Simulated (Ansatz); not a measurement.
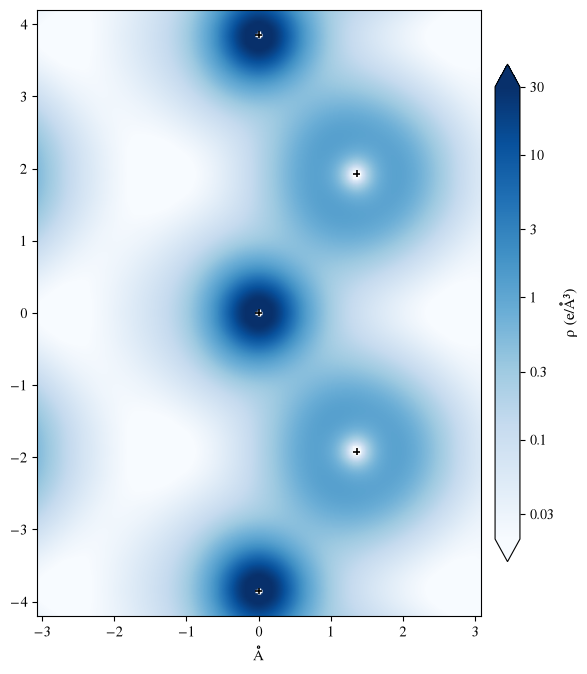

The valence electron density on a plane through atoms (crosses mark nuclei in the plane).

Theory: DFT, PBE, plane-wave PAW, default files, scalar-relativistic, frozen cores (Ansatz 0.2.0).

Candidates:
A. AlAs, a = 5.58 Å, b = 5.58 Å, c = 5.58 Å, α = 90.00°, β = 90.00°, γ = 90.00°. Space group F-43m; computed pressure about 6 GPa in this cell.
B. ZnS, a = 5.45 Å, b = 5.45 Å, c = 5.45 Å, α = 90.00°, β = 90.00°, γ = 90.00°. Space group F-43m.
C. AlN, a = 2.80 Å, b = 2.80 Å, c = 3.92 Å, α = 90.00°, β = 90.00°, γ = 90.00°. Space group I4/mmm; computed pressure about 29 GPa in this cell.

Q: Which system is this?

A: Candidate B: ZnS on the (101) plane of the conventional cell, which holds Zn and S. Zn–S (2.36 Å): the density is about 0.49 e/Å³ at the midpoint.
